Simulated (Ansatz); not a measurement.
## Ti: a changed input and its effect

System: Ti (1 atom in the cell).
Method of run A: DFT r2SCAN, scalar-relativistic, plane waves, PAW, no spin polarisation (Ansatz 0.2.0).

The structure derives from an entry of the Crystallography Open Database. Text and figures count atoms from 1; the logs count them from 0 in places.

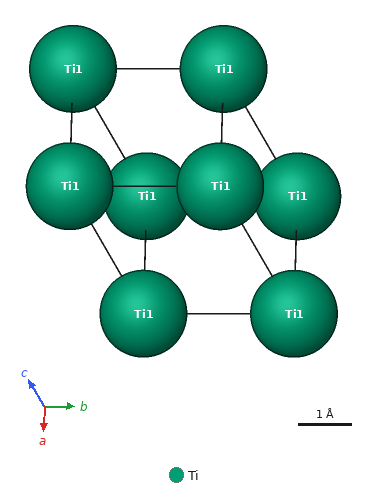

Figure 1. The structure (spheres-only view of the reduced cell, seen at an oblique angle; atoms are numbered from 1 in the order of the input). An atom can appear more than once, as a periodic image.

## The input, run A
```yaml
crystal:
  lattice:
    - [0.0, 2.0706, 2.03]
    - [1.9894, 0.0, 2.03]
    - [1.9894, 2.0706, 0.0]
  atoms:
    - { symbol: Ti, position: [0.0, 0.0, 0.0] }
basis:
  ecutwfc: 500
kpoints:
  mp_grid: { grid: [20, 20, 20] }
hamiltonian:
  xc: r2scan
scf:
  occupations: { method: gaussian, width: 0.15 }
output:
  forces: true
  stress: true
  eigenvalues: true
```

Command:
```bash
ansatz run input.yaml --threads 1 --pin off --max-ram 2560MiB --backend cpu --events-out ev --progress --plain --runs-dir out
```

Hardware: 1 thread of Intel Xeon @ 2.50GHz (Skylake/Cascade Lake), 32 GiB of memory available, shared host.

## Output, shortened to warnings, some set-up lines, iterations and results (run A)
```
Basis set: ecut = 500 eV, 419 PW (Γ), exchange–correlation on 96×96×96 points (64 copies of the dense FFT grid, shifted against one another)
Symmetry: 8 space group operations
k-points: 1166 of 8000
Initial density: superposition of atomic densities (neutral atoms: chi_scale 0, normalization atom), corrected by the library's trained network
[...]
SCF iter   1: F=—  HF=-2504.273691 eV  |F-HF|=—  |Δ(HF+E_count)|=         —  Δρ=1.50e-2  dr2=3.38e-2  dr2_τ=9.05e-3  ethr=1.77e-3  ⟨swp⟩=4.5  Hψ=62280  notcnv=0
SCF iter   2: F=—  HF=-2504.297165 eV  |F-HF|=—  |Δ(HF+E_count)|=   2.35e-2  Δρ=4.61e-3  dr2=2.19e-3  dr2_τ=7.49e-4  ethr=2.82e-4  ⟨swp⟩=2.9  Hψ=31661  notcnv=0  defer=12
SCF iter   3: F=—  HF=-2504.296905 eV  |F-HF|=—  |Δ(HF+E_count)|=   2.60e-4  Δρ=1.76e-3  dr2=1.67e-4  dr2_τ=6.83e-5  ethr=1.83e-5  ⟨swp⟩=2.9  Hψ=19183  notcnv=0  defer=12
SCF iter   4: F=—  HF=-2504.297349 eV  |F-HF|=—  |Δ(HF+E_count)|=   4.44e-4  Δρ=1.44e-4  dr2=1.44e-6  dr2_τ=4.19e-7  ethr=1.39e-6  ⟨swp⟩=2.0  Hψ=18700  notcnv=0  defer=12
SCF iter   5: F=—  HF=-2504.297355 eV  |F-HF|=—  |Δ(HF+E_count)|=   5.48e-6  Δρ=3.12e-5  dr2=8.39e-8  dr2_τ=8.74e-9  ethr=1.20e-8  ⟨swp⟩=2.2  Hψ=17512  notcnv=0  defer=12
SCF iter   6: F=-2504.297355 eV  HF=-2504.297355 eV  |F-HF|=7.09e-9  |Δ(HF+E_count)|=   1.38e-7  Δρ=6.09e-6  dr2=3.46e-9  dr2_τ=4.90e-10  ethr=6.99e-10  ⟨swp⟩=2.0  Hψ=42271  …
SCF 1 converged in 6 iterations: F = -2504.297355 eV  dr2 = 3.46e-9
SCF converged after 6 iterations
Free energy (F): -2504.297355 eV
Harris-Foulkes:  -2504.297355 eV  (|F-HF|=7.09e-9)
Internal energy: -2504.279970 eV  (E = F + TS)
E sigma→0 (E₀):  -2504.288663 eV
Entropy (-TS):   -0.017385 eV (-17.385 meV/atom)
Fermi energy:    13.855401 eV
--- Per-component energies (eV) ---
  E_band       = -162.697433
  E_kinetic    = 273.534477
  E_local      = -788.802878  (includes V_loc(G=0)·N_el)
  E_nonlocal   = 7.441726
  E_hartree    = 324.759029
  E_xc         = -93.109348
  E_vxc        = -133.154620  (∫ρ·V_xc dr)
  E_paw        = -1056.910296  (= ΣΔE_a)
  E_vpaw       = -180.414937  (= ΣTr[D̂ρ^β])
  E_aug_tail   = 0.000086  (compensation charges beyond the density's cutoff)
  E_vtau       = 9.182420  (kinetic-family band-sum trace: ∫τ·v_τ [+ j·A + Jᵃ·Aᵃ] dr)
  E_ewald      = -1170.939308
  E_core_change = -0.253457  (= ΣΔE_core)
  E_smearing   = -0.017385  (= −TS)
  E_closure    = 0.000000  (closes the sum)
  Σ components = -2504.297355   (vs F -2504.297355, Δ=0.00e0)
--- Forces (eV/Å), atoms counted from 1 ---
  atom   1  Ti     0.00000000     0.00000000    -0.00000000
  max |Σ_I F_I| component: 3.08e-33 eV/Å
--- Stress (GPa, compression-positive) ---
        5.098202       0.000000       0.000000
        0.000000       3.802488       0.000000
        0.000000       0.000000       4.422387
  P = ⅓ Tr σ = 4.4410 GPa (44.410 kbar)
```

The input of run B differs as follows (lines with − go, lines with + come):
```diff
-    - [0.0, 2.0706, 2.03]
-    - [1.9894, 0.0, 2.03]
-    - [1.9894, 2.0706, 0.0]
+    - [0.0, 2.014775, 2.03]
+    - [2.045225, 0.0, 2.03]
+    - [2.045225, 2.014775, 0.0]
```

What does this change do to the results?

With the same functional and potentials, run B lies 1.3 meV per atom lower. The number of SCF iterations is the same. The plane waves at Γ go from 419 to 411.

## Output, shortened to warnings, some set-up lines, iterations and results (run B)
```
Basis set: ecut = 500 eV, 411 PW (Γ), exchange–correlation on 96×96×96 points (64 copies of the dense FFT grid, shifted against one another)
Symmetry: 8 space group operations
k-points: 1166 of 8000
Initial density: superposition of atomic densities (neutral atoms: chi_scale 0, normalization atom), corrected by the library's trained network
[...]
SCF iter   1: F=—  HF=-2504.275187 eV  |F-HF|=—  |Δ(HF+E_count)|=         —  Δρ=1.50e-2  dr2=3.38e-2  dr2_τ=9.06e-3  ethr=1.77e-3  ⟨swp⟩=4.5  Hψ=62315  notcnv=0
SCF iter   2: F=—  HF=-2504.298526 eV  |F-HF|=—  |Δ(HF+E_count)|=   2.33e-2  Δρ=4.60e-3  dr2=2.19e-3  dr2_τ=7.50e-4  ethr=2.82e-4  ⟨swp⟩=2.8  Hψ=31640  notcnv=0  defer=12
SCF iter   3: F=—  HF=-2504.298259 eV  |F-HF|=—  |Δ(HF+E_count)|=   2.66e-4  Δρ=1.74e-3  dr2=1.63e-4  dr2_τ=6.84e-5  ethr=1.82e-5  ⟨swp⟩=2.9  Hψ=19161  notcnv=0  defer=12
SCF iter   4: F=—  HF=-2504.298699 eV  |F-HF|=—  |Δ(HF+E_count)|=   4.40e-4  Δρ=1.33e-4  dr2=1.21e-6  dr2_τ=4.02e-7  ethr=1.36e-6  ⟨swp⟩=2.0  Hψ=18706  notcnv=0  defer=12
SCF iter   5: F=—  HF=-2504.298704 eV  |F-HF|=—  |Δ(HF+E_count)|=   5.20e-6  Δρ=3.02e-5  dr2=8.09e-8  dr2_τ=8.41e-9  ethr=1.01e-8  ⟨swp⟩=2.1  Hψ=17684  notcnv=0  defer=12
SCF iter   6: F=-2504.298705 eV  HF=-2504.298705 eV  |F-HF|=1.05e-8  |Δ(HF+E_count)|=   1.19e-7  Δρ=7.84e-6  dr2=6.51e-9  dr2_τ=7.64e-10  ethr=6.75e-10  ⟨swp⟩=2.0  Hψ=42310  …
SCF 1 converged in 6 iterations: F = -2504.298705 eV  dr2 = 6.51e-9
SCF converged after 6 iterations
Free energy (F): -2504.298705 eV
Harris-Foulkes:  -2504.298705 eV  (|F-HF|=1.05e-8)
Internal energy: -2504.281633 eV  (E = F + TS)
E sigma→0 (E₀):  -2504.290169 eV
Entropy (-TS):   -0.017071 eV (-17.071 meV/atom)
Fermi energy:    13.852519 eV
--- Per-component energies (eV) ---
  E_band       = -162.763057
  E_kinetic    = 273.525946
  E_local      = -788.961843  (includes V_loc(G=0)·N_el)
  E_nonlocal   = 7.436842
  E_hartree    = 324.808467
  E_xc         = -93.107026
  E_vxc        = -133.152342  (∫ρ·V_xc dr)
  E_paw        = -1056.906815  (= ΣΔE_a)
  E_vpaw       = -180.409048  (= ΣTr[D̂ρ^β])
  E_aug_tail   = 0.000082  (compensation charges beyond the density's cutoff)
  E_vtau       = 9.182906  (kinetic-family band-sum trace: ∫τ·v_τ [+ j·A + Jᵃ·Aᵃ] dr)
  E_ewald      = -1170.823829
  E_core_change = -0.253457  (= ΣΔE_core)
  E_smearing   = -0.017071  (= −TS)
  E_closure    = 0.000000  (closes the sum)
  Σ components = -2504.298705   (vs F -2504.298705, Δ=0.00e0)
--- Forces (eV/Å), atoms counted from 1 ---
  atom   1  Ti     0.00000000     0.00000000     0.00000000
  max |Σ_I F_I| component: 0.00e0 eV/Å
--- Stress (GPa, compression-positive) ---
        4.165464       0.000000       0.000000
        0.000000       4.677006       0.000000
        0.000000       0.000000       4.413332
  P = ⅓ Tr σ = 4.4186 GPa (44.186 kbar)
```

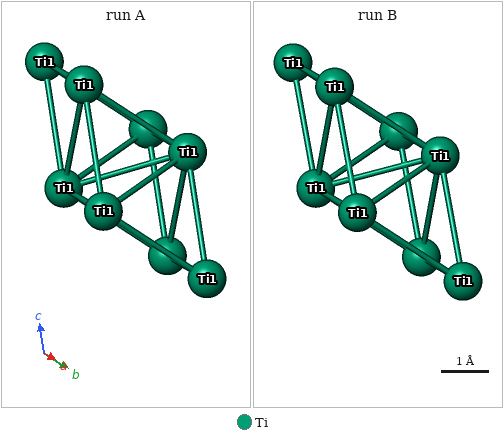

Figure 2. The two input geometries at one scale (ball-and-stick view of the reduced cell, seen at an oblique angle). The atoms keep their places relative to the cell (all moves are under 0.005 Å). The drawn cell changes at constant volume: a = b 2.842 → 2.882 Å (+1.4 %), c stays at 2.871 Å, α 119.0° → 120.4°, β 119.0° → 120.4°, γ 91.2° → 89.6°. Among the contacts that change: Ti1–Ti1 2.900 → 2.860 Å.

## The two runs side by side

| quantity | run A | run B |
| --- | --- | --- |
| outcome | converged | converged |
| free energy per atom (eV) | −2504.2974 | −2504.2987 |
| energy per atom, smearing taken to zero (eV) | −2504.2887 | −2504.2902 |
| gap on the mesh (eV) | 0.00 | 0.00 |
| pressure (GPa) | 4.44 | 4.42 |
| volume per atom (Å³) | 16.72 | 16.73 |
| largest force (eV/Å) | 0.000 | 0.000 |
| SCF iterations | 6 | 6 |
| irreducible k-points | 1166 | 1166 |
| plane waves at Γ | 419 | 411 |
| wall time (shared host) | 25 s | 30 s |
